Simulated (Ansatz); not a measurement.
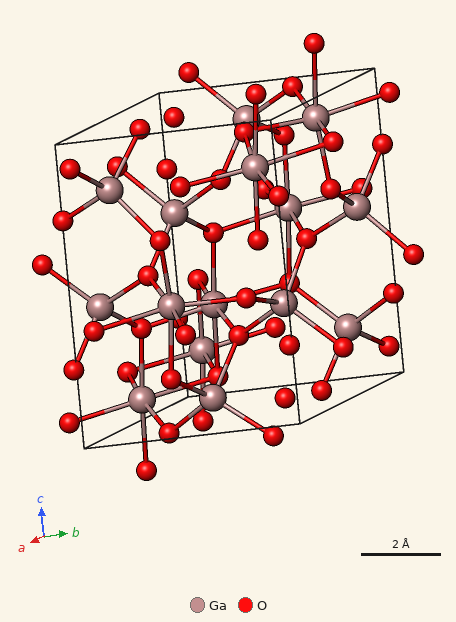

Fig. 1: The structure as given in the input (ball-and-stick view of the cell of the calculation, seen slightly off an axis; bonded neighbours outside the cell are drawn too). Near neighbours in the crystal (not all of them lie inside the picture): Ga has 6 O at 1.92 to 2.15 Å; Ga has 4 O at 1.82 to 1.90 Å; O has 2 Ga at 1.83 to 1.94 Å; O has 3 Ga at 1.82 to 2.06 Å; O has 4 Ga at 1.88 to 2.15 Å.

Geometry relaxation of Ga5O8 (charge −3) (part 1 of 4)

- system: Ga5O8 (defect cell, 39 atoms in the cell, total charge −3)
- method: DFT PBE, scalar-relativistic, plane waves, PAW, spin-polarised (Ansatz 0.2.0)

The structure derives from a Materials Project entry. It belongs to a series of runs on one base structure; here: V_Ga, charge -3, atoms relaxed at the host's cell.

## Output
```
Engine: ansatz 0.2.0, aarch64-unknown-linux-gnu
Pseudopotentials: kind: paw
Pseudopotential: Ga, paw, valence charge 13, recommended cutoff 420 eV (normal), Ga.paw.azcp
Pseudopotential: O, paw, valence charge 6, recommended cutoff 420 eV (normal), O.paw.azcp
Functional definition: PBE
  parameter kappa = 0.804
  parameter beta = 0.06672455060314922
  exchange = pbe_x(kappa = kappa, mu = beta*pi^2/3)
  correlation = pbe_c(beta = beta)
Crystal: 39 atoms, lattice volume = 438.546 Å³
Basis set: ecut = 420 eV, 8573 PW (Γ), exchange–correlation on 108×108×120 points (8 copies of the dense FFT grid, shifted against one another)
Bands: 211, of which v1, the nominal top of the filled ones, is band 171 counted from 1 (170 counted from 0)
Symmetry: 1 space group operations
Space group: P1 (ITA 1), of the structure as read, at distance tolerance 7.6e-5 Å
Magnetic group: BNS 1.1 (UNI 1), of the structure as read, at distance tolerance 7.6e-5 Å
k-points: 4 of 8 (time reversal used)
Non-local potential: Ga, projectors of the file, l = 0: 2, l = 1: 2, l = 2: 3, l = 3: 1
Non-local potential: O, projectors of the file, l = 0: 2, l = 1: 2, l = 2: 1
PAW form: soft (Blöchl's): semilocal exchange-correlation on the pseudo side does not see the compensation charge
PAW one-centre angular grid: Ga, 590 points (default); XC on 64 Gauss nodes
PAW one-centre angular grid: O, 110 points (default); XC on 64 Gauss nodes
Initial density: superposition of atomic densities (chi_scale 0.1, normalization cell, long waves kept (reshape's long-wave potential 0.23 eV rms))
Starting moments: Σ|m| = 1.998 μB on 6 of 39 sites
Initial wavefunctions: pseudopotential atomic-orbital guess
Functional: x = pbe(κ = 0.804, μ = 0.2195149727645171), c = pbe(β = 0.06672455060314922)
SCF iter   1: F=—  HF=-70349.133082 eV  |F-HF|=—  |Δ(HF+E_count)|=         —  Δρ=4.30e-2 (↑3.95e-2 ↓4.30e-2)  dr2=1.50e1  dr2_m=4.14e-1  M=0.000 μB ∫|m|=0.521 μB  β_m=0.30  ethr=3.10e-3  ⟨swp⟩=6.5  Hψ=6032  notcnv=0  defer=2
preconditioner: auto → Resta (q_TF=auto, 2.618 Å⁻¹)  ε∞=4.3  [insulator: Δε(μ)=2.667 eV  Ē_g=17.956 eV  σ=0.020 eV  W_gap=1.00  n_scr=130 (ndim 8)  ℏωp=32.8 eV  f_vac=0.012  D(μ)=0.00/eV (n_scr^D=0)  ε∞_Penn≈4.3]
spin=Collinear: Resta preconditioning applied to the charge; magnetization (m = ρ↑ − ρ↓) channel mixes plain (no charge-response kernel on spin).
SCF iter   2: F=—  HF=-70347.275748 eV  |F-HF|=—  |Δ(HF+E_count)|=    1.86e0  Δρ=2.86e-2 (↑2.76e-2 ↓2.86e-2)  dr2=6.30e0  dr2_m=2.28e-1  M=0.000 μB ∫|m|=0.416 μB  β_m=0.30  ethr=3.10e-3  ⟨swp⟩=2.0  Hψ=1998  notcnv=0  defer=266
SCF iter   3: F=—  HF=-70346.461866 eV  |F-HF|=—  |Δ(HF+E_count)|=   8.14e-1  Δρ=1.25e-2 (↑1.25e-2 ↓9.88e-3)  dr2=7.17e-1  dr2_m=1.26e-1  M=0.000 μB ∫|m|=0.337 μB  β_m=0.30  ethr=1.84e-3  ⟨swp⟩=3.0  Hψ=2844  notcnv=0  defer=266
SCF iter   4: F=—  HF=-70346.377842 eV  |F-HF|=—  |Δ(HF+E_count)|=   8.40e-2  Δρ=4.88e-3 (↑4.35e-3 ↓4.88e-3)  dr2=4.87e-2  dr2_m=7.11e-2  M=0.000 μB ∫|m|=0.265 μB  β_m=0.30  ethr=2.10e-4  ⟨swp⟩=2.1  Hψ=3200  notcnv=0  defer=265
SCF iter   5: F=—  HF=-70346.416003 eV  |F-HF|=—  |Δ(HF+E_count)|=   3.82e-2  Δρ=3.70e-3 (↑3.57e-3 ↓3.70e-3)  dr2=2.38e-2  dr2_m=4.09e-2  M=0.000 μB ∫|m|=0.210 μB  β_m=0.30  ethr=1.43e-5  ⟨swp⟩=2.6  Hψ=2652  notcnv=0  defer=265
SCF iter   6: F=—  HF=-70346.451031 eV  |F-HF|=—  |Δ(HF+E_count)|=   3.50e-2  Δρ=2.54e-3 (↑2.54e-3 ↓2.44e-3)  dr2=3.89e-3  dr2_m=2.37e-2  M=0.000 μB ∫|m|=0.167 μB  β_m=0.30  ethr=6.97e-6  ⟨swp⟩=2.5  Hψ=2757  notcnv=0  defer=265
SCF iter   7: F=—  HF=-70346.457597 eV  |F-HF|=—  |Δ(HF+E_count)|=   6.57e-3  Δρ=1.88e-3 (↑1.86e-3 ↓1.88e-3)  dr2=3.02e-4  dr2_m=1.39e-2  M=0.000 μB ∫|m|=0.132 μB  β_m=0.30  ethr=1.14e-6  ⟨swp⟩=2.0  Hψ=2873  notcnv=0  defer=265
Mixer restart at iter 7: flushing history
spin-set hold released at iteration 7 (site moments contracting): the magnetisation degrees of freedom join the quasi-Newton model from the next iteration; the mixer history was flushed
SCF iter   8: F=—  HF=-70346.460719 eV  |F-HF|=—  |Δ(HF+E_count)|=   3.12e-3  Δρ=1.44e-3 (↑1.44e-3 ↓1.44e-3)  dr2=1.73e-4  dr2_m=8.20e-3  M=0.000 μB ∫|m|=0.105 μB  β_m=0.65  ethr=8.83e-8  ⟨swp⟩=2.0  Hψ=2695  notcnv=0  defer=265
SCF iter   9: F=—  HF=-70346.465101 eV  |F-HF|=—  |Δ(HF+E_count)|=   4.38e-3  Δρ=8.89e-5 (↑7.55e-5 ↓8.89e-5)  dr2=1.45e-5  dr2_m=2.32e-5  M=0.000 μB ∫|m|=0.010 μB  β_m=0.81  ethr=5.06e-8  ⟨swp⟩=3.0  Hψ=3994  notcnv=0  defer=265
iter 10 did not close the SCF: its close was put off for a magnetic moment that had not settled (scf_convergence_deferred on its scf_iter line)
SCF iter  10: F=-70346.465136 eV  HF=-70346.465143 eV  |F-HF|=6.90e-6  |Δ(HF+E_count)|=   4.17e-5  Δρ=4.20e-5 (↑4.20e-5 ↓2.81e-5)  dr2=1.06e-5  dr2_m=2.23e-6  M=0.000 μB ∫|m|=0.003 μB  β_m=0.80  ethr=4.24e-9  ⟨swp⟩=17.4  Hψ=17062  notcnv=0
iter 11 did not close the SCF: its close was put off for a magnetic moment that had not settled (scf_convergence_deferred on its scf_iter line)
SCF iter  11: F=-70346.465142 eV  HF=-70346.465145 eV  |F-HF|=2.65e-6  |Δ(HF+E_count)|=   1.80e-6  Δρ=2.11e-5 (↑1.38e-5 ↓2.11e-5)  dr2=3.40e-6  dr2_m=3.41e-7  M=0.000 μB ∫|m|=0.001 μB  β_m=0.74  ethr=3.10e-9  ⟨swp⟩=8.0  Hψ=12316  notcnv=0
SCF iter  12: F=-70346.465145 eV  HF=-70346.465145 eV  |F-HF|=2.38e-7  |Δ(HF+E_count)|=   2.94e-8  Δρ=7.09e-6 (↑7.09e-6 ↓6.90e-6)  dr2=4.95e-7  dr2_m=6.55e-8  M=0.000 μB ∫|m|=0.001 μB  ethr=9.93e-10  ⟨swp⟩=6.1  Hψ=11183  notcnv=0
WARN: the starting moments were not kept: the SCF closed with an absolute magnetisation of 5.0e-4 μB, where they sum to 1.998 μB in size (6 sites). That is at most 0.1 of that sum. Measured as dr2_m measures the in/out step, that magnetisation stands 2.1e-8 eV from none, at or under the dr2_threshold of 2.3e-5 eV: it is no larger than a step whose dr2_m would equal this threshold. The system may hold no moment; this SCF shows only that its start led to no more than that. To try another start: raise the starting moments (crystal.atoms[].spin, magnetization.per_species, magnetization.initial_magnetization, or on a non-collinear deck that types none of these the spinor_matrix: blocks that start its atoms; where the total moment is fixed, keep their sum and leave initial_magnetization as it is; typed ones take the place of any that the run laid by itself, positive ones on a crystal's lanthanoids without a Hubbard term where scf.initial_density.shell_occupations: [] is typed) or, if the notice of its spin-set hold's release reads "site moments contracting" or "site moments show no strong build", lengthen the hold (scf.mixing.spin_hold: { on: { confirm: 4 } }; for m-r²SCAN on two components see the key's manual first). Each may lead to a state that holds a moment. A second SCF, from the converged charge density, with the starting moments and any scf.initial_density.shell_occupations laid on it anew, would have followed, and was not run: the deck does not ask for one (magnetization.retry_lost_moments is false, the default). To let it run, set magnetization.retry_lost_moments: true and run the deck again, where that key's refused combinations let it; where memory then withholds it, that run's warning says so.
SCF 1 converged in 12 iterations: F = -70346.465145 eV  dr2 = 4.95e-7
  greatest PAW one-centre occupation: 0.998 electrons in one spin orbital (limit 2), on the Ga atom at site 1 (counted from 0), in its partial waves of l = 2
relax step   1: F+E_penalty+E_count = -70346.46514451 eV  Δ(F+E_penalty+E_count) = +0.000e0 eV  max|allowed force component| = 1.728e0 eV/Å  Δτ_max = 0.0000 Å  (12 SCF iters, dr2 threshold 2.25e-5 eV, accepted)
Initial density: handed on by an earlier stage of this run
Starting moments: Σ|m| = 1.998 μB on 6 of 39 sites; this step starts from the density that it was given
Initial wavefunctions: those handed on with the density
iter 1 solved again at ethr=2.20e-5 eV; its pass at ethr=3.10e-3 eV (dr2=7.53e-2 eV) is discarded
SCF iter   1: F=—  HF=-70346.796318 eV  |F-HF|=—  |Δ(HF+E_count)|=         —  Δρ=4.12e-3 (↑4.12e-3 ↓4.07e-3)  dr2=7.59e-2  dr2_m=9.08e-4  M=0.000 μB ∫|m|=0.012 μB  β_m=0.30  ethr=2.20e-5  ⟨swp⟩=1.5  Hψ=4474  notcnv=0  defer=266
preconditioner: auto → Resta (q_TF=auto, 2.618 Å⁻¹)  ε∞=4.5  [insulator: Δε(μ)=2.418 eV  Ē_g=17.512 eV  σ=0.020 eV  W_gap=1.00  n_scr=130 (ndim 8)  ℏωp=32.8 eV  f_vac=0.028  D(μ)=0.00/eV (n_scr^D=0)  ε∞_Penn≈4.5]
spin=Collinear: Resta preconditioning applied to the charge; magnetization (m = ρ↑ − ρ↓) channel mixes plain (no charge-response kernel on spin).
SCF iter   2: F=—  HF=-70346.788860 eV  |F-HF|=—  |Δ(HF+E_count)|=   7.46e-3  Δρ=2.86e-3 (↑2.86e-3 ↓2.83e-3)  dr2=3.73e-2  dr2_m=4.95e-4  M=0.000 μB ∫|m|=0.009 μB  β_m=0.62  ethr=2.20e-5  ⟨swp⟩=2.0  Hψ=1475  notcnv=0  defer=266
SCF iter   3: F=—  HF=-70346.785429 eV  |F-HF|=—  |Δ(HF+E_count)|=   3.43e-3  Δρ=4.34e-4 (↑4.34e-4 ↓4.34e-4)  dr2=2.80e-3  dr2_m=1.09e-5  M=0.000 μB ∫|m|=0.001 μB  β_m=0.60  ethr=1.09e-5  ⟨swp⟩=2.0  Hψ=2722  notcnv=0  defer=266
SCF iter   4: F=—  HF=-70346.785220 eV  |F-HF|=—  |Δ(HF+E_count)|=   2.09e-4  Δρ=1.45e-4 (↑1.45e-4 ↓1.44e-4)  dr2=6.34e-4  dr2_m=1.01e-6  M=0.000 μB ∫|m|=0.001 μB  β_m=0.80  ethr=8.17e-7  ⟨swp⟩=2.0  Hψ=2652  notcnv=0  defer=266
SCF iter   5: F=—  HF=-70346.785172 eV  |F-HF|=—  |Δ(HF+E_count)|=   4.83e-5  Δρ=9.19e-5 (↑9.17e-5 ↓9.19e-5)  dr2=1.27e-4  dr2_m=9.98e-9  M=0.000 μB ∫|m|=0.000 μB  β_m=0.70  ethr=1.85e-7  ⟨swp⟩=2.0  Hψ=2622  notcnv=0  defer=266
SCF iter   6: F=-70346.785148 eV  HF=-70346.785146 eV  |F-HF|=1.61e-6  |Δ(HF+E_count)|=   2.58e-5  Δρ=2.42e-5 (↑2.42e-5 ↓2.42e-5)  dr2=1.04e-5  dr2_m=1.60e-8  M=0.000 μB ∫|m|=0.000 μB  ethr=2.92e-8  ⟨swp⟩=16.5  Hψ=15018  notcnv=0
the starting moments were not kept: the SCF closed with an absolute magnetisation of 5.5e-5 μB, where they sum to 1.998 μB in size (6 sites). That is at most 0.1 of that sum. Measured as dr2_m measures the in/out step, that magnetisation stands 4.0e-10 eV from none, at or under the dr2_threshold of 1.0e-4 eV: it is no larger than a step whose dr2_m would equal this threshold.
SCF 2 converged in 6 iterations: F = -70346.785148 eV  dr2 = 1.04e-5
[... from here on the iterations of each SCF are left out, up to the last one ...]
relax step   2: F+E_penalty+E_count = -70346.78514786 eV  Δ(F+E_penalty+E_count) = -3.200e-1 eV  max|allowed force component| = 8.401e-1 eV/Å  Δτ_max = 0.0918 Å  (6 SCF iters, dr2 threshold 1.00e-4 eV, accepted)
preconditioner: auto → Resta (q_TF=auto, 2.618 Å⁻¹)  ε∞=4.5  [insulator: Δε(μ)=2.694 eV  Ē_g=17.523 eV  σ=0.020 eV  W_gap=1.00  n_scr=130 (ndim 8)  ℏωp=32.8 eV  f_vac=0.028  D(μ)=0.00/eV (n_scr^D=0)  ε∞_Penn≈4.5]
spin=Collinear: Resta preconditioning applied to the charge; magnetization (m = ρ↑ − ρ↓) channel mixes plain (no charge-response kernel on spin).
the starting moments were not kept: the SCF closed with an absolute magnetisation of 8.9e-5 μB, where they sum to 1.998 μB in size (6 sites). That is at most 0.1 of that sum. Measured as dr2_m measures the in/out step, that magnetisation stands 1.2e-9 eV from none, at or under the dr2_threshold of 4.4e-5 eV: it is no larger than a step whose dr2_m would equal this threshold.
SCF 3 converged in 6 iterations: F = -70346.870311 eV  dr2 = 1.11e-5
relax step   3: F+E_penalty+E_count = -70346.87031101 eV  Δ(F+E_penalty+E_count) = -8.516e-2 eV  max|allowed force component| = 1.089e-1 eV/Å  Δτ_max = 0.0592 Å  (6 SCF iters, dr2 threshold 4.41e-5 eV, accepted)
preconditioner: auto → Resta (q_TF=auto, 2.618 Å⁻¹)  ε∞=4.5  [insulator: Δε(μ)=2.684 eV  Ē_g=17.515 eV  σ=0.020 eV  W_gap=1.00  n_scr=130 (ndim 8)  ℏωp=32.8 eV  f_vac=0.029  D(μ)=0.00/eV (n_scr^D=0)  ε∞_Penn≈4.5]
spin=Collinear: Resta preconditioning applied to the charge; magnetization (m = ρ↑ − ρ↓) channel mixes plain (no charge-response kernel on spin).
the starting moments were not kept: the SCF closed with an absolute magnetisation of 2.6e-6 μB, where they sum to 1.998 μB in size (6 sites). That is at most 0.1 of that sum. Measured as dr2_m measures the in/out step, that magnetisation stands 1.4e-12 eV from none, at or under the dr2_threshold of 1.0e-7 eV: it is no larger than a step whose dr2_m would equal this threshold.
SCF 4 converged in 8 iterations: F = -70346.877744 eV  dr2 = 7.17e-8
relax step   4: F+E_penalty+E_count = -70346.87774439 eV  Δ(F+E_penalty+E_count) = -7.433e-3 eV  max|allowed force component| = 3.067e-2 eV/Å  Δτ_max = 0.0344 Å  (8 SCF iters, accepted)
SCF iter   1: F=—  HF=-70346.877965 eV  |F-HF|=—  |Δ(HF+E_count)|=         —  Δρ=4.74e-4 (↑4.74e-4 ↓4.47e-4)  dr2=9.75e-4  dr2_m=3.98e-5  M=0.000 μB ∫|m|=0.002 μB  β_m=0.30  ethr=2.80e-6  ⟨swp⟩=2.0  Hψ=3430  notcnv=0  defer=266
preconditioner: auto → Resta (q_TF=auto, 2.618 Å⁻¹)  ε∞=4.5  [insulator: Δε(μ)=2.672 eV  Ē_g=17.512 eV  σ=0.020 eV  W_gap=1.00  n_scr=130 (ndim 8)  ℏωp=32.8 eV  f_vac=0.029  D(μ)=0.00/eV (n_scr^D=0)  ε∞_Penn≈4.5]
spin=Collinear: Resta preconditioning applied to the charge; magnetization (m = ρ↑ − ρ↓) channel mixes plain (no charge-response kernel on spin).
SCF iter   2: F=—  HF=-70346.877883 eV  |F-HF|=—  |Δ(HF+E_count)|=   8.13e-5  Δρ=3.27e-4 (↑3.27e-4 ↓3.09e-4)  dr2=4.57e-4  dr2_m=2.18e-5  M=0.000 μB ∫|m|=0.001 μB  β_m=0.60  ethr=2.85e-7  ⟨swp⟩=1.0  Hψ=1944  notcnv=0  defer=266
SCF iter   3: F=—  HF=-70346.877875 eV  |F-HF|=—  |Δ(HF+E_count)|=   8.77e-6  Δρ=6.11e-5 (↑6.11e-5 ↓5.92e-5)  dr2=4.49e-5  dr2_m=6.91e-7  M=0.000 μB ∫|m|=0.000 μB  β_m=0.57  ethr=1.34e-7  ⟨swp⟩=2.0  Hψ=2613  notcnv=0  defer=266
SCF iter   4: F=—  HF=-70346.878341 eV  |F-HF|=—  |Δ(HF+E_count)|=   4.66e-4  Δρ=1.76e-5 (↑1.76e-5 ↓1.72e-5)  dr2=5.63e-6  dr2_m=5.71e-8  M=0.000 μB ∫|m|=0.000 μB  β_m=0.79  ethr=1.31e-8  ⟨swp⟩=2.0  Hψ=2614  notcnv=0  defer=266
SCF iter   5: F=—  HF=-70346.878341 eV  |F-HF|=—  |Δ(HF+E_count)|=   5.56e-7  Δρ=7.00e-6 (↑6.97e-6 ↓7.00e-6)  dr2=7.04e-7  dr2_m=7.26e-11  M=0.000 μB ∫|m|=0.000 μB  β_m=0.72  ethr=1.65e-9  ⟨swp⟩=2.0  Hψ=2606  notcnv=0  defer=266
SCF iter   6: F=—  HF=-70346.878341 eV  |F-HF|=—  |Δ(HF+E_count)|=   1.05e-7  Δρ=2.65e-6 (↑2.65e-6 ↓2.56e-6)  dr2=1.00e-7  dr2_m=3.60e-10  M=0.000 μB ∫|m|=0.000 μB  β_m=0.74  ethr=2.06e-10  ⟨swp⟩=2.0  Hψ=2790  notcnv=0  defer=266
SCF iter   7: F=-70346.878341 eV  HF=-70346.878341 eV  |F-HF|=7.36e-9  |Δ(HF+E_count)|=   2.87e-8  Δρ=8.57e-7 (↑8.22e-7 ↓8.57e-7)  dr2=1.38e-8  dr2_m=5.92e-11  M=0.000 μB ∫|m|=0.000 μB  ethr=2.92e-11  ⟨swp⟩=12.2  Hψ=11490  notcnv=0
the starting moments were not kept: the SCF closed with an absolute magnetisation of 2.7e-6 μB, where they sum to 1.998 μB in size (6 sites). That is at most 0.1 of that sum. Measured as dr2_m measures the in/out step, that magnetisation stands 1.5e-12 eV from none, at or under the dr2_threshold of 1.0e-7 eV: it is no larger than a step whose dr2_m would equal this threshold.
SCF 5 converged in 7 iterations: F = -70346.878341 eV  dr2 = 1.38e-8
relax step   5: F+E_penalty+E_count = -70346.87834124 eV  Δ(F+E_penalty+E_count) = -5.968e-4 eV  max|allowed force component| = 4.855e-3 eV/Å  Δτ_max = 0.0099 Å  (7 SCF iters, accepted)
```

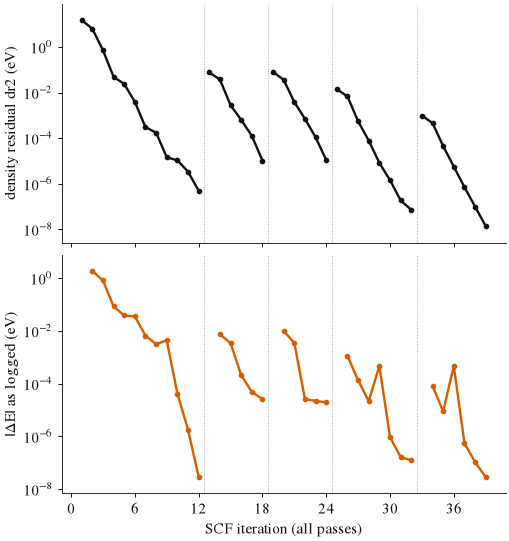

Fig. 2: Convergence of the self-consistent field: density residual dr2 and size of the energy change against the SCF iteration. The dotted lines part the SCF passes of the relaxation: geometry steps, rejected trials and re-solves on a re-selected basis. The 5 passes take 6 to 12 iterations each, 39 in all.

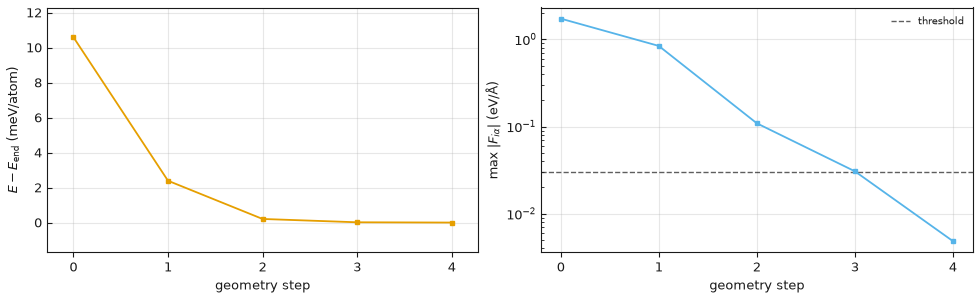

Fig. 3: Progress of the relaxation, step by step (the first geometry is step 0 here and step 1 in the log).
